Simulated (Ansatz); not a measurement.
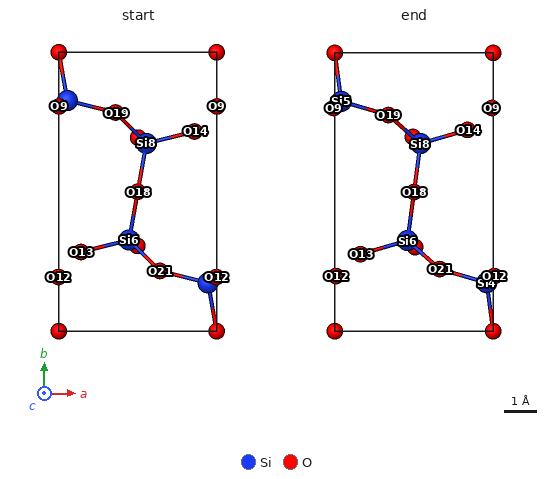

The structure of solid SiO₂ (set up in Pnnm) before (left) and after (right) a relaxation, at one scale.

Style: ball-and-stick. Shown: the cell of the calculation, along the c axis.

Case: volume × 1.06, shape and atoms relaxed.

These are results of Ansatz, DFT LDA, scalar-relativistic, plane waves, PAW, not measurements. (plane-wave cutoff 420 eV; k-point mesh 6 × 4 × 4; occupations gaussian; smearing width 0.02 eV; no spin polarisation; cell relaxed at fixed volume; force threshold 0.01 eV/Å; at most 30 steps)

Describe what moved and what it gained.

Answer. The run was cut off at its time limit before the relaxation converged, so the last structure is only a point on the way. The largest moves relative to the cell, 0.13 Å, are those of O atoms. By element the largest moves are O 0.13 Å, Si 0.07 Å. The drawn cell changes at constant volume: a 5.036 → 5.052 Å (+0.3 %), b 8.898 → 8.879 Å (−0.2 %), c 8.728 → 8.720 Å (−0.1 %). Among the contacts that change: O–Si 1.623 → 1.607 Å. Bond angles that change, for instance: Si–O–Si 145.8° → 150.7°, Si–O–Si 149.4° → 152.5°. The space group stays Pnnm (No. 58). The energy falls by 5.7 meV per atom in 3 geometry steps. Largest force component: 0.26 eV/Å at the start, 0.015 eV/Å at the end. Pressure: −4.65 GPa at the start and −0.82 GPa at the end.
